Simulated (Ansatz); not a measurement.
## Single-point calculation of SiC (part 1 of 2)

SiC (slab, 24 atoms in the cell), computed with DFT PBE+D3(BJ), scalar-relativistic, plane waves, PAW, no spin polarisation (Ansatz 0.2.0).

The structure derives from an entry of the Crystallography Open Database. It belongs to a series of runs on one base structure; here: the slab at its places in the relaxed adsorbed structure. Figures and captions count atoms from 1; the log counts them from 0 in places.

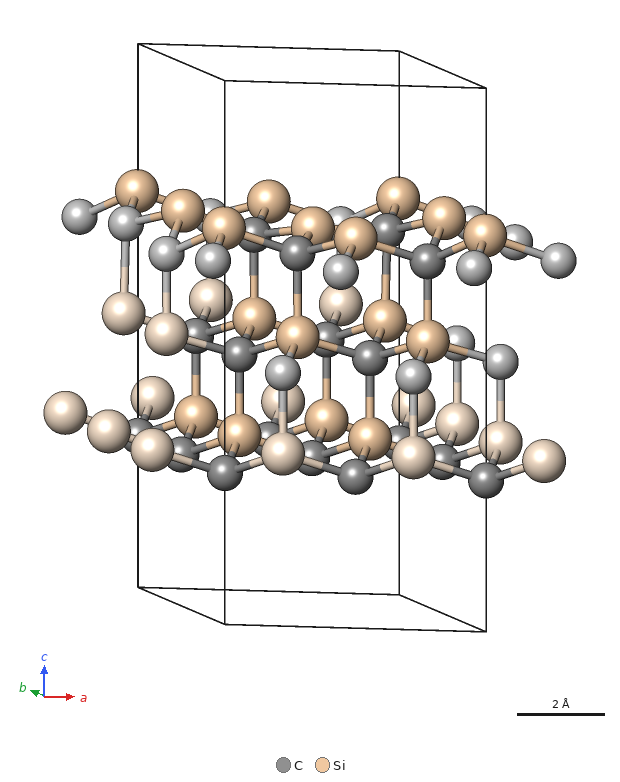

Figure 1. The structure (ball-and-stick view of the cell of the calculation, with the vacuum cut short, seen slightly off an axis; neighbours outside the cell are drawn fainter).

Results in brief:

- outcome: converged
- electrons treated: 96
- free energy: −10635.3820 eV
- work function, top face: 4.34 eV
- work function, bottom face: 6.68 eV
- Fermi energy: −0.422 eV
- gap on the k-point mesh: 0.04 eV
- work function (upper face): 4.34 eV
- largest force (length of the vector): 3.311 eV/Å
- hardware: 2 threads of Arm Neoverse V1, 24 GiB of memory available, shared host
- wall time: 28 s (CPU time 56 s)
- peak memory: 0.99 GiB

The input:
```yaml
crystal:
  lattice:
    - [6.1499993378, 0.0, 0.0]
    - [-3.0749996689, 5.3260556598, 0.0]
    - [0.0, 0.0, 23.649135111]
  atoms:
    - { symbol: C, position: [0.5, 0.0, 0.3382787558] }
    - { symbol: C, position: [0.5, 0.5, 0.3382787558] }
    - { symbol: C, position: [0.0, 0.0, 0.3382787558] }
    - { symbol: C, position: [0.0, 0.5, 0.3382787558] }
    - { symbol: Si, position: [0.1666666667, 0.8333333333, 0.3648201779] }
    - { symbol: Si, position: [0.1666666667, 0.3333333333, 0.3648201779] }
    - { symbol: Si, position: [0.6666666667, 0.8333333333, 0.3648201779] }
    - { symbol: Si, position: [0.6666666667, 0.3333333333, 0.3648201779] }
    - { symbol: C, position: [0.6666666667, 0.8333333333, 0.4444444444] }
    - { symbol: C, position: [0.6666666667, 0.3333333333, 0.4444444444] }
    - { symbol: C, position: [0.1666666667, 0.8333333333, 0.4444444444] }
    - { symbol: C, position: [0.1666666667, 0.3333333333, 0.4444444444] }
    - { symbol: Si, position: [0.3344123504, 0.6671372578, 0.46886988] }
    - { symbol: Si, position: [0.3344061143, 0.1672990757, 0.4688874679] }
    - { symbol: Si, position: [0.8344424821, 0.6672194609, 0.470455606] }
    - { symbol: Si, position: [0.8320172987, 0.1660181738, 0.468417035] }
    - { symbol: C, position: [0.8453305165, 0.6727508598, 0.5589506664] }
    - { symbol: C, position: [0.8315862663, 0.165869672, 0.5475583445] }
    - { symbol: C, position: [0.3327344291, 0.6662736782, 0.5517451462] }
    - { symbol: C, position: [0.3327516707, 0.1666478794, 0.5517514631] }
    - { symbol: Si, position: [0.5039140731, 0.5020528114, 0.565498727] }
    - { symbol: Si, position: [0.5008998449, 0.0005311443, 0.5735975115] }
    - { symbol: Si, position: [0.001129138, 0.4859865056, 0.5797002531] }
    - { symbol: Si, position: [0.0011467017, 0.015329602, 0.5797086985] }
basis:
  ecutwfc: 420
kpoints:
  mp_grid: { grid: [3, 3, 1] }
hamiltonian:
  xc: pbe
  dispersion: d3bj
scf:
  occupations: { method: gaussian, width: 0.05 }
output:
  forces: true
  eigenvalues: true
  write_density: true
  volumetric_format: npy
efield:
  axis: 3
  dipole_correction: true
  ramp_width: 0.04
```

Command:
```bash
ansatz run input.yaml --threads 2 --pin off --max-ram 5120MiB --backend cpu --events-out ev --progress --plain --runs-dir out
```

Log:
```
Engine: ansatz 0.2.0, aarch64-unknown-linux-gnu
Pseudopotentials: kind: paw
Pseudopotential: C, paw, valence charge 4, recommended cutoff 420 eV (normal), C.paw.azcp
Pseudopotential: Si, paw, valence charge 4, recommended cutoff 420 eV (normal), Si.paw.azcp
Functional definition: PBE
  parameter kappa = 0.804
  parameter beta = 0.06672455060314922
  exchange = pbe_x(kappa = kappa, mu = beta*pi^2/3)
  correlation = pbe_c(beta = beta)
Crystal: 24 atoms, lattice volume = 774.633 Å³
Basis set: ecut = 420 eV, 15133 PW (Γ), exchange–correlation on 90×90×320 points (8 copies of the dense FFT grid, shifted against one another)
Bands: 72, of which v1, the nominal top of the filled ones, is band 48 counted from 1 (47 counted from 0)
Symmetry: 1 space group operations
Space group: P1 (ITA 1), of the structure as read, at distance tolerance 9.2e-5 Å
k-points: 5 of 9 (time reversal used)
Non-local potential: C, projectors of the file, l = 0: 2, l = 1: 2, l = 2: 1
Non-local potential: Si, projectors of the file, l = 0: 2, l = 1: 2, l = 2: 2
PAW form: soft (Blöchl's): semilocal exchange-correlation on the pseudo side does not see the compensation charge
PAW one-centre angular grid: C, 110 points (default); XC on 64 Gauss nodes
PAW one-centre angular grid: Si, 110 points (default); XC on 64 Gauss nodes
Initial density: superposition of atomic densities (neutral atoms: chi_scale 0, normalization atom), corrected by the library's trained network
Initial wavefunctions: pseudopotential atomic-orbital guess
Functional: x = pbe(κ = 0.804, μ = 0.2195149727645171), c = pbe(β = 0.06672455060314922)
SCF iter   1: F=—  HF=-10635.613698 eV  |F-HF|=—  |Δ(HF+E_count)|=         —  Δρ=1.05e-2  dr2=1.30e1  ethr=1.77e-3  p=0.589 e·Å  D=1.38e-1 V/Å  ΔV_dip=-3.25 eV  dr2_dipole=5.79e0  V_vac-E_F(+/−)=4.16/7.41 eV  ⟨swp⟩=10.6  Hψ=2330  notcnv=0  defer=53
efield: sawtooth ramp at fractional position 0.9390 (placed from the atoms, in the widest stretch of the axis that holds none; the zero of the levels goes with the place), width 0.0400; the density the first Hamiltonian is built on has a dipole p = 0.589 e·Å; the dipole correction subtracts the counter field D = 1.38e-1 V/Å, which shifts the + side's vacuum level by -3.25 eV against the − side's; the planar-averaged density in the ramp window peaks in size at 6.4e-6 e/Å³
preconditioner: auto → LDOS  [metal: Δε(μ)=0.046 eV  Ē_g=10.588 eV  σ=0.050 eV  W_gap=0.47  n_scr=80 (ndim 8)  ℏωp=13.1 eV  f_vac=0.593  D(μ)=13.47/eV (n_scr^D=66)  β→1.0]
SCF iter   2: F=—  HF=-10637.388209 eV  |F-HF|=—  |Δ(HF+E_count)|=    1.77e0  Δρ=2.52e-2  dr2=8.05e1  ethr=1.77e-3  p=0.227 e·Å  D=5.30e-2 V/Å  ΔV_dip=-1.25 eV  dr2_dipole=3.40e1  V_vac-E_F(+/−)=5.44/6.69 eV  ⟨swp⟩=3.8  Hψ=586  notcnv=0  defer=83  recentre
preconditioner: auto → Resta (q_TF=auto, 1.926 Å⁻¹)  ε∞=2.4  [insulator: Δε(μ)=0.256 eV  Ē_g=10.866 eV  σ=0.050 eV  W_gap=1.00  n_scr=80 (ndim 8)  ℏωp=13.1 eV  f_vac=0.596  D(μ)=0.01/eV (n_scr^D=0)  ε∞_Penn≈2.4  vacuum switching on, ρ_ref=8.6e-3 e/Å³  β→0.5]
SCF iter   3: F=—  HF=-10635.398712 eV  |F-HF|=—  |Δ(HF+E_count)|=    1.99e0  Δρ=4.08e-3  dr2=4.49e-1  ethr=1.77e-3  p=0.471 e·Å  D=1.10e-1 V/Å  ΔV_dip=-2.60 eV  dr2_dipole=9.68e-2  V_vac-E_F(+/−)=4.45/7.05 eV  ⟨swp⟩=3.2  Hψ=450  notcnv=0  defer=83
SCF iter   4: F=—  HF=-10635.398097 eV  |F-HF|=—  |Δ(HF+E_count)|=   6.14e-4  Δρ=3.84e-3  dr2=5.55e-1  ethr=4.68e-4  p=0.474 e·Å  D=1.11e-1 V/Å  ΔV_dip=-2.62 eV  dr2_dipole=1.68e-1  V_vac-E_F(+/−)=4.37/6.99 eV  ⟨swp⟩=1.6  Hψ=459  notcnv=0  defer=72
SCF iter   5: F=—  HF=-10635.422900 eV  |F-HF|=—  |Δ(HF+E_count)|=   2.48e-2  Δρ=5.22e-3  dr2=2.97e0  ethr=4.68e-4  p=0.474 e·Å  D=1.11e-1 V/Å  ΔV_dip=-2.62 eV  dr2_dipole=1.27e0  V_vac-E_F(+/−)=4.26/6.88 eV  ⟨swp⟩=1.4  Hψ=369  notcnv=0  defer=72  recentre
SCF iter   6: F=—  HF=-10635.381141 eV  |F-HF|=—  |Δ(HF+E_count)|=   4.18e-2  Δρ=1.39e-3  dr2=3.96e-2  ethr=4.68e-4  p=0.444 e·Å  D=1.04e-1 V/Å  ΔV_dip=-2.45 eV  dr2_dipole=9.15e-3  V_vac-E_F(+/−)=4.40/6.86 eV  ⟨swp⟩=1.2  Hψ=314  notcnv=0  defer=72
SCF iter   7: F=—  HF=-10635.382299 eV  |F-HF|=—  |Δ(HF+E_count)|=   1.16e-3  Δρ=1.02e-3  dr2=8.66e-2  ethr=4.12e-5  p=0.435 e·Å  D=1.01e-1 V/Å  ΔV_dip=-2.40 eV  dr2_dipole=3.42e-2  V_vac-E_F(+/−)=4.35/6.75 eV  ⟨swp⟩=1.0  Hψ=273  notcnv=0  defer=82
SCF iter   8: F=—  HF=-10635.381509 eV  |F-HF|=—  |Δ(HF+E_count)|=   7.90e-4  Δρ=3.49e-4  dr2=3.02e-3  ethr=4.12e-5  p=0.423 e·Å  D=9.88e-2 V/Å  ΔV_dip=-2.34 eV  dr2_dipole=9.35e-4  V_vac-E_F(+/−)=4.36/6.70 eV  ⟨swp⟩=1.0  Hψ=273  notcnv=0  defer=82
SCF iter   9: F=—  HF=-10635.382092 eV  |F-HF|=—  |Δ(HF+E_count)|=   5.83e-4  Δρ=4.68e-4  dr2=1.51e-2  ethr=3.15e-6  p=0.425 e·Å  D=9.92e-2 V/Å  ΔV_dip=-2.35 eV  dr2_dipole=6.00e-3  V_vac-E_F(+/−)=4.34/6.69 eV  ⟨swp⟩=2.6  Hψ=460  notcnv=0  defer=82
SCF iter  10: F=—  HF=-10635.382011 eV  |F-HF|=—  |Δ(HF+E_count)|=   8.13e-5  Δρ=3.04e-4  dr2=6.04e-3  ethr=3.15e-6  p=0.426 e·Å  D=9.96e-2 V/Å  ΔV_dip=-2.35 eV  dr2_dipole=2.50e-3  V_vac-E_F(+/−)=4.34/6.70 eV  ⟨swp⟩=1.0  Hψ=273  notcnv=0  defer=82
SCF iter  11: F=—  HF=-10635.382006 eV  |F-HF|=—  |Δ(HF+E_count)|=   4.78e-6  Δρ=1.43e-4  dr2=7.80e-4  ethr=3.15e-6  p=0.424 e·Å  D=9.91e-2 V/Å  ΔV_dip=-2.34 eV  dr2_dipole=2.90e-4  V_vac-E_F(+/−)=4.34/6.69 eV  ⟨swp⟩=1.0  Hψ=301  notcnv=0  defer=83
SCF iter  12: F=—  HF=-10635.382012 eV  |F-HF|=—  |Δ(HF+E_count)|=   5.99e-6  Δρ=4.62e-5  dr2=4.23e-5  ethr=8.13e-7  p=0.424 e·Å  D=9.91e-2 V/Å  ΔV_dip=-2.34 eV  dr2_dipole=1.06e-5  V_vac-E_F(+/−)=4.34/6.69 eV  ⟨swp⟩=1.8  Hψ=289  notcnv=0  defer=83
SCF iter  13: F=—  HF=-10635.381983 eV  |F-HF|=—  |Δ(HF+E_count)|=   2.89e-5  Δρ=5.24e-5  dr2=4.64e-5  ethr=4.41e-8  p=0.423 e·Å  D=9.89e-2 V/Å  ΔV_dip=-2.34 eV  dr2_dipole=3.30e-6  V_vac-E_F(+/−)=4.34/6.68 eV  ⟨swp⟩=2.2  Hψ=559  notcnv=0  defer=87
SCF iter  14: F=—  HF=-10635.381983 eV  |F-HF|=—  |Δ(HF+E_count)|=   2.65e-7  Δρ=2.45e-5  dr2=8.32e-6  ethr=4.41e-8  p=0.424 e·Å  D=9.89e-2 V/Å  ΔV_dip=-2.34 eV  dr2_dipole=1.80e-7  V_vac-E_F(+/−)=4.34/6.68 eV  ⟨swp⟩=1.0  Hψ=273  notcnv=0  defer=87
SCF iter  15: F=—  HF=-10635.381985 eV  |F-HF|=—  |Δ(HF+E_count)|=   1.66e-6  Δρ=1.26e-5  dr2=5.05e-6  ethr=8.67e-9  p=0.424 e·Å  D=9.90e-2 V/Å  ΔV_dip=-2.34 eV  dr2_dipole=1.22e-6  V_vac-E_F(+/−)=4.34/6.68 eV  ⟨swp⟩=1.4  Hψ=275  notcnv=0  defer=87
SCF iter  16: F=—  HF=-10635.381987 eV  |F-HF|=—  |Δ(HF+E_count)|=   1.95e-6  Δρ=1.99e-5  dr2=2.31e-5  ethr=5.26e-9  p=0.424 e·Å  D=9.90e-2 V/Å  ΔV_dip=-2.34 eV  dr2_dipole=8.84e-6  V_vac-E_F(+/−)=4.34/6.68 eV  ⟨swp⟩=2.0  Hψ=309  notcnv=0  defer=87  recentre
SCF iter  17: F=—  HF=-10635.381987 eV  |F-HF|=—  |Δ(HF+E_count)|=   1.27e-7  Δρ=5.33e-6  dr2=7.77e-7  ethr=5.26e-9  p=0.424 e·Å  D=9.90e-2 V/Å  ΔV_dip=-2.34 eV  dr2_dipole=2.76e-7  V_vac-E_F(+/−)=4.34/6.68 eV  ⟨swp⟩=1.0  Hψ=273  notcnv=0  defer=87
SCF iter  18: F=—  HF=-10635.381987 eV  |F-HF|=—  |Δ(HF+E_count)|=   3.53e-7  Δρ=3.39e-6  dr2=1.58e-7  ethr=8.09e-10  p=0.424 e·Å  D=9.90e-2 V/Å  ΔV_dip=-2.34 eV  dr2_dipole=1.78e-8  V_vac-E_F(+/−)=4.34/6.68 eV  ⟨swp⟩=1.2  Hψ=322  notcnv=0  defer=87
SCF iter  19: F=—  HF=-10635.381987 eV  |F-HF|=—  |Δ(HF+E_count)|=   1.36e-7  Δρ=5.80e-6  dr2=1.74e-6  ethr=1.04e-10  p=0.424 e·Å  D=9.90e-2 V/Å  ΔV_dip=-2.34 eV  dr2_dipole=6.34e-7  V_vac-E_F(+/−)=4.34/6.68 eV  ⟨swp⟩=35.2  Hψ=3067  notcnv=0  recentre
SCF iter  20: F=—  HF=-10635.381987 eV  |F-HF|=—  |Δ(HF+E_count)|=   2.59e-9  Δρ=2.52e-6  dr2=1.08e-7  ethr=1.64e-10  p=0.424 e·Å  D=9.90e-2 V/Å  ΔV_dip=-2.34 eV  dr2_dipole=1.19e-8  V_vac-E_F(+/−)=4.34/6.68 eV  ⟨swp⟩=2.0  Hψ=310  notcnv=0
SCF iter  21: F=-10635.381987 eV  HF=-10635.381987 eV  |F-HF|=2.49e-8  |Δ(HF+E_count)|=   5.83e-8  Δρ=9.59e-7  dr2=2.69e-8  ethr=1.04e-10  p=0.424 e·Å  D=9.90e-2 V/Å  ΔV_dip=-2.34 eV  dr2_dipole=6.74e-9  V_vac-E_F(+/−)=4.34/6.68 eV  ⟨swp⟩=14.0  Hψ=1417  notcnv=0
SCF 1 converged in 21 iterations: F = -10635.381987 eV  dr2 = 2.69e-8
  greatest PAW one-centre occupation: 0.668 electrons in one spin orbital (limit 2), on the C atom at site 1 (counted from 0), in its partial waves of l = 0
```

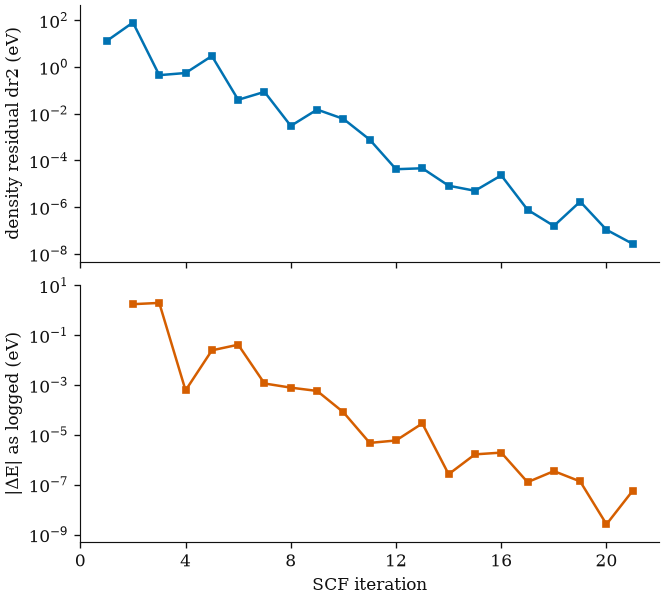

Figure 2. Convergence of the self-consistent field: density residual dr2 and size of the energy change against the SCF iteration. The residual falls unevenly and jumps up by a factor of two or more 6 times on the way down.
